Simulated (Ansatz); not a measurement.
# Two runs on TiAl3

System: TiAl3 (I4/mmm, 4 atoms in the cell).
Method of the first run: DFT PBE+D3(BJ), scalar-relativistic, plane waves, PAW, no spin polarisation (Ansatz 0.2.0).

The structure derives from a Materials Project entry. Text and figures count atoms from 1; the logs count them from 0 in places.

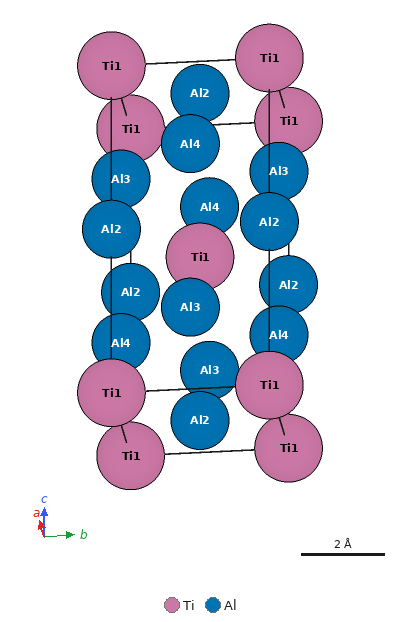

The structure as given in the input (spheres-only view of the cell 2 times as large as that of the calculation, set on its symmetry axes, seen at an oblique angle; atoms are numbered from 1 in the order of the input). An atom can appear more than once, as a periodic image.

### Input file, the first run
```yaml
crystal:
  lattice:
    - [-1.9226734295, 1.9226734295, 4.3114047958]
    - [1.9226734295, -1.9226734295, 4.3114047958]
    - [1.9226734295, 1.9226734295, -4.3114047958]
  atoms:
    - { symbol: Ti, position: [0.0, 0.0, 0.0] }
    - { symbol: Al, position: [0.5, 0.5, 0.0] }
    - { symbol: Al, position: [0.75, 0.25, 0.5] }
    - { symbol: Al, position: [0.25, 0.75, 0.5] }
basis:
  ecutwfc: 420
kpoints:
  mp_grid: { grid: [16, 16, 16] }
hamiltonian:
  xc: pbe
  dispersion: d3bj
scf:
  occupations: { method: gaussian, width: 0.1 }
output:
  forces: true
  stress: true
  eigenvalues: true
relax:
  adjacent_minimum: "off"
  f_tol: 0.005
  max_steps: 50
  cell: { stress_tol: 0.05 }
```

Command:
```bash
ansatz run input.yaml --threads 1 --pin off --max-ram 2560MiB --backend cpu --events-out ev --progress --plain --runs-dir out
```

Hardware: 1 thread of Arm Neoverse V1, 24 GiB of memory available, shared host.

### Output, shortened to warnings, some set-up lines, iterations and results (the first run)
```
Basis set: ecut = 420 eV, 1299 PW (Γ), exchange–correlation on 72×72×72 points (8 copies of the dense FFT grid, shifted against one another)
Symmetry: 16 space group operations
k-points: 349 of 4096
Initial density: superposition of atomic densities (neutral atoms: chi_scale 0, normalization atom), corrected by the library's trained network
[...]
SCF iter   1: F=—  HF=-4115.434091 eV  |F-HF|=—  |Δ(HF+E_count)|=         —  Δρ=3.31e-3  dr2=1.02e-2  ethr=1.77e-3  ⟨swp⟩=5.4  Hψ=30147  notcnv=0
SCF iter   2: F=—  HF=-4115.432837 eV  |F-HF|=—  |Δ(HF+E_count)|=   1.25e-3  Δρ=1.60e-3  dr2=2.27e-3  ethr=4.85e-5  ⟨swp⟩=1.0  Hψ=8027  notcnv=0
SCF iter   3: F=—  HF=-4115.432570 eV  |F-HF|=—  |Δ(HF+E_count)|=   2.67e-4  Δρ=3.12e-4  dr2=6.52e-5  ethr=1.08e-5  ⟨swp⟩=2.0  Hψ=6054  notcnv=0
SCF iter   4: F=—  HF=-4115.432573 eV  |F-HF|=—  |Δ(HF+E_count)|=   3.15e-6  Δρ=4.11e-5  dr2=1.31e-6  ethr=3.10e-7  ⟨swp⟩=2.3  Hψ=7352  notcnv=0
SCF iter   5: F=-4115.432573 eV  HF=-4115.432573 eV  |F-HF|=6.31e-9  |Δ(HF+E_count)|=   2.08e-7  Δρ=8.68e-6  dr2=3.63e-8  ethr=6.23e-9  ⟨swp⟩=2.3  Hψ=7461  notcnv=0
[... 32 lines ...]
SCF iter   6: F=-4115.469207 eV  HF=-4115.469207 eV  |F-HF|=0.00e0  |Δ(HF+E_count)|=    0.00e0  Δρ=1.15e-8  dr2=1.27e-13  ethr=1.00e-12  ⟨swp⟩=1.0  Hψ=5235  notcnv=0
SCF iter   7: F=-4115.469207 eV  HF=-4115.469207 eV  |F-HF|=9.09e-13  |Δ(HF+E_count)|=  1.82e-12  Δρ=1.88e-9  dr2=1.28e-15  ethr=1.00e-12  ⟨swp⟩=1.0  Hψ=5235  notcnv=0
SCF iter   8: F=-4115.469207 eV  HF=-4115.469207 eV  |F-HF|=0.00e0  |Δ(HF+E_count)|=  1.82e-12  Δρ=4.77e-10  dr2=1.20e-16  ethr=1.00e-12  ⟨swp⟩=1.0  Hψ=11866  notcnv=0
SCF 5 converged in 8 iterations: F = -4115.469207 eV  dr2 = 1.20e-16
relax step   5: F+E_penalty+E_count = -4115.46920692 eV  Δ(F+E_penalty+E_count) = +7.452e-4 eV  max|allowed force component| = 7.806e-18 eV/Å  Δτ_max = 0.0000 Å  P = -0.026 …
basis re-selected at this cell: Δ(F+E_penalty+E_count) = +7.452e-4 eV, ΔP = -0.019 GPa vs the last step (what re-selecting the basis moved, of the pressure what is left beyond the Pulay correction that the steps carried, after the strain that the cell walked since its last selection, with what the …
SCF converged after 8 iterations
Free energy (F): -4115.469207 eV
Harris-Foulkes:  -4115.469207 eV  (|F-HF|=0.00e0)
Internal energy: -4115.460744 eV  (E = F + TS)
E sigma→0 (E₀):  -4115.464975 eV
Entropy (-TS):   -0.008463 eV (-2.116 meV/atom)
Fermi energy:    9.968527 eV
--- Per-component energies (eV) ---
  E_band       = -144.560195
  E_kinetic    = 346.058602
  E_local      = -1176.842325  (includes V_loc(G=0)·N_el)
  E_nonlocal   = 40.626708
  E_hartree    = 520.518765
  E_xc         = -219.059761
  E_vxc        = -211.968402  (∫ρ·V_xc dr)
  E_paw        = -2451.031482  (= ΣΔE_a)
  E_vpaw       = -183.472422  (= ΣTr[D̂ρ^β])
  E_aug_tail   = 0.000114  (compensation charges beyond the density's cutoff)
  E_ewald      = -1173.991508
  E_disp       = -1.739857  (pairwise vdW)
  E_smearing   = -0.008463  (= −TS)
  E_closure    = 0.000000  (closes the sum)
  Σ components = -4115.469207   (vs F -4115.469207, Δ=0.00e0)
--- Forces (eV/Å), atoms counted from 1 ---
  atom   1  Ti    -0.00000000     0.00000000     0.00000000
  atom   2  Al    -0.00000000     0.00000000    -0.00000000
  atom   3  Al     0.00000000     0.00000000     0.00000000
  atom   4  Al     0.00000000    -0.00000000     0.00000000
  max |Σ_I F_I| component: 1.04e-17 eV/Å
--- Stress (GPa, compression-positive) ---
       -0.024423       0.000000      -0.000000
        0.000000      -0.024423      -0.000000
       -0.000000      -0.000000      -0.028071
  P = ⅓ Tr σ = -0.0256 GPa (-0.256 kbar)
--- Relaxed structure (4 steps of the walk, 4 accepted, 1 SCFs on fresh bases) ---
  F+E_penalty+E_count = -4115.46920692 eV   max|allowed force component| = 7.806e-18 eV/Å   (the final SCF, on the basis selected at the relaxed cell)
  cell:  # Å, volume = 61.1758 Å³
    - [-1.8973259890779681, 1.8973259890779681, 4.248499195237538]
    - [1.8973259890779681, -1.8973259890779681, 4.248499195237538]
    - [1.8973259890779681, 1.8973259890779681, -4.248499195237538]
  atoms:
[...]
```

The input of the second run differs as follows (lines with − go, lines with + come):
```diff
+  n_extra_bands: 1
```

How does the second run compare with the first run?

Both reach the same energy, so the change doesn't alter the result. The SCF takes 27 iterations over all geometry steps against 32.

### Output, shortened to warnings, some set-up lines, iterations and results (the second run)
```
Basis set: ecut = 420 eV, 1299 PW (Γ), exchange–correlation on 72×72×72 points (8 copies of the dense FFT grid, shifted against one another)
Symmetry: 16 space group operations
k-points: 349 of 4096
Initial density: superposition of atomic densities (neutral atoms: chi_scale 0, normalization atom), corrected by the library's trained network
[...]
SCF iter   1: F=—  HF=-4115.434082 eV  |F-HF|=—  |Δ(HF+E_count)|=         —  Δρ=3.39e-3  dr2=1.08e-2  ethr=1.77e-3  ⟨swp⟩=5.4  Hψ=25903  notcnv=0
SCF iter   2: F=—  HF=-4115.432862 eV  |F-HF|=—  |Δ(HF+E_count)|=   1.22e-3  Δρ=1.93e-3  dr2=2.37e-3  ethr=5.16e-5  ⟨swp⟩=2.3  Hψ=9180  notcnv=0
SCF iter   3: F=—  HF=-4115.432612 eV  |F-HF|=—  |Δ(HF+E_count)|=   2.50e-4  Δρ=9.61e-4  dr2=5.65e-4  ethr=1.13e-5  ⟨swp⟩=2.2  Hψ=5849  notcnv=0
SCF iter   4: F=—  HF=-4115.432561 eV  |F-HF|=—  |Δ(HF+E_count)|=   5.14e-5  Δρ=1.88e-4  dr2=2.37e-5  ethr=2.69e-6  ⟨swp⟩=2.4  Hψ=5904  notcnv=0
SCF iter   5: F=—  HF=-4115.432573 eV  |F-HF|=—  |Δ(HF+E_count)|=   1.24e-5  Δρ=2.42e-5  dr2=4.46e-7  ethr=1.13e-7  ⟨swp⟩=2.6  Hψ=6582  notcnv=0
[... 27 lines ...]
SCF iter   3: F=—  HF=-4115.469207 eV  |F-HF|=—  |Δ(HF+E_count)|=   1.39e-7  Δρ=7.11e-6  dr2=2.03e-8  ethr=2.77e-10  ⟨swp⟩=2.1  Hψ=5943  notcnv=0
SCF iter   4: F=—  HF=-4115.469207 eV  |F-HF|=—  |Δ(HF+E_count)|=   8.19e-9  Δρ=8.11e-7  dr2=3.92e-10  ethr=9.68e-11  ⟨swp⟩=2.8  Hψ=7739  notcnv=0
SCF iter   5: F=-4115.469207 eV  HF=-4115.469207 eV  |F-HF|=5.46e-12  |Δ(HF+E_count)|=  5.28e-11  Δρ=1.13e-7  dr2=9.08e-12  ethr=1.00e-12  ⟨swp⟩=2.9  Hψ=16220  notcnv=0
SCF 5 converged in 5 iterations: F = -4115.469207 eV  dr2 = 9.08e-12
relax step   5: F+E_penalty+E_count = -4115.46920695 eV  Δ(F+E_penalty+E_count) = +7.452e-4 eV  max|allowed force component| = 9.541e-18 eV/Å  Δτ_max = 0.0000 Å  P = -0.026 …
basis re-selected at this cell: Δ(F+E_penalty+E_count) = +7.452e-4 eV, ΔP = -0.019 GPa vs the last step (what re-selecting the basis moved, of the pressure what is left beyond the Pulay correction that the steps carried, after the strain that the cell walked since its last selection, with what the …
SCF converged after 5 iterations
Free energy (F): -4115.469207 eV
Harris-Foulkes:  -4115.469207 eV  (|F-HF|=5.46e-12)
Internal energy: -4115.460744 eV  (E = F + TS)
E sigma→0 (E₀):  -4115.464975 eV
Entropy (-TS):   -0.008463 eV (-2.116 meV/atom)
Fermi energy:    9.968539 eV
--- Per-component energies (eV) ---
  E_band       = -144.559933
  E_kinetic    = 346.058664
  E_local      = -1176.841820  (includes V_loc(G=0)·N_el)
  E_nonlocal   = 40.626711
  E_hartree    = 520.518581
  E_xc         = -219.059792
  E_vxc        = -211.968443  (∫ρ·V_xc dr)
  E_paw        = -2451.031484  (= ΣΔE_a)
  E_vpaw       = -183.472437  (= ΣTr[D̂ρ^β])
  E_aug_tail   = 0.000114  (compensation charges beyond the density's cutoff)
  E_ewald      = -1173.991858
  E_disp       = -1.739859  (pairwise vdW)
  E_smearing   = -0.008463  (= −TS)
  E_closure    = 0.000000  (closes the sum)
  Σ components = -4115.469207   (vs F -4115.469207, Δ=0.00e0)
--- Forces (eV/Å), atoms counted from 1 ---
  atom   1  Ti     0.00000000     0.00000000    -0.00000000
  atom   2  Al     0.00000000     0.00000000     0.00000000
  atom   3  Al    -0.00000000    -0.00000000     0.00000000
  atom   4  Al    -0.00000000     0.00000000     0.00000000
  max |Σ_I F_I| component: 1.39e-17 eV/Å
--- Stress (GPa, compression-positive) ---
       -0.024251       0.000000       0.000000
        0.000000      -0.024251      -0.000000
        0.000000       0.000000      -0.028060
  P = ⅓ Tr σ = -0.0255 GPa (-0.255 kbar)
--- Relaxed structure (4 steps of the walk, 4 accepted, 1 SCFs on fresh bases) ---
  F+E_penalty+E_count = -4115.46920695 eV   max|allowed force component| = 9.541e-18 eV/Å   (the final SCF, on the basis selected at the relaxed cell)
  cell:  # Å, volume = 61.1757 Å³
    - [-1.8973248717187414, 1.8973248717187414, 4.248499950137045]
    - [1.8973248717187414, -1.8973248717187414, 4.248499950137045]
    - [1.8973248717187414, 1.8973248717187414, -4.248499950137045]
  atoms:
[...]
```

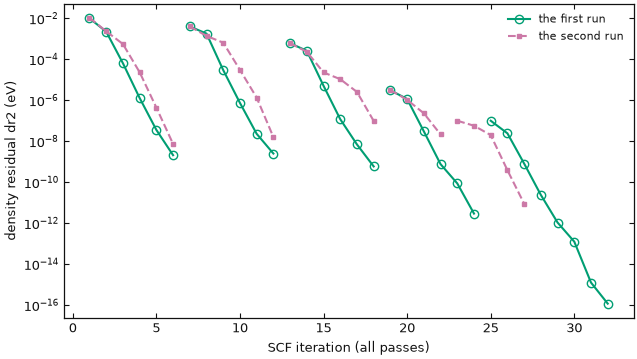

Convergence of the two runs: density residual dr2 against the SCF iteration. A break in a curve parts two SCF passes. The first run takes 32 iterations in all, and the second run takes 27.

### The two runs side by side

| quantity | the first run | the second run |
| --- | --- | --- |
| outcome | converged | converged |
| free energy per atom (eV) | −1028.8673 | −1028.8673 |
| energy per atom, smearing taken to zero (eV) | −1028.8662 | −1028.8662 |
| gap on the mesh (eV) | 0.00 | 0.00 |
| pressure (GPa) | −0.03 | −0.03 |
| largest force (eV/Å) | 0.000 | 0.000 |
| SCF iterations | 32 | 27 |
| irreducible k-points | 349 | 349 |
| wall time (shared host) | 1.7 min | 93 s |
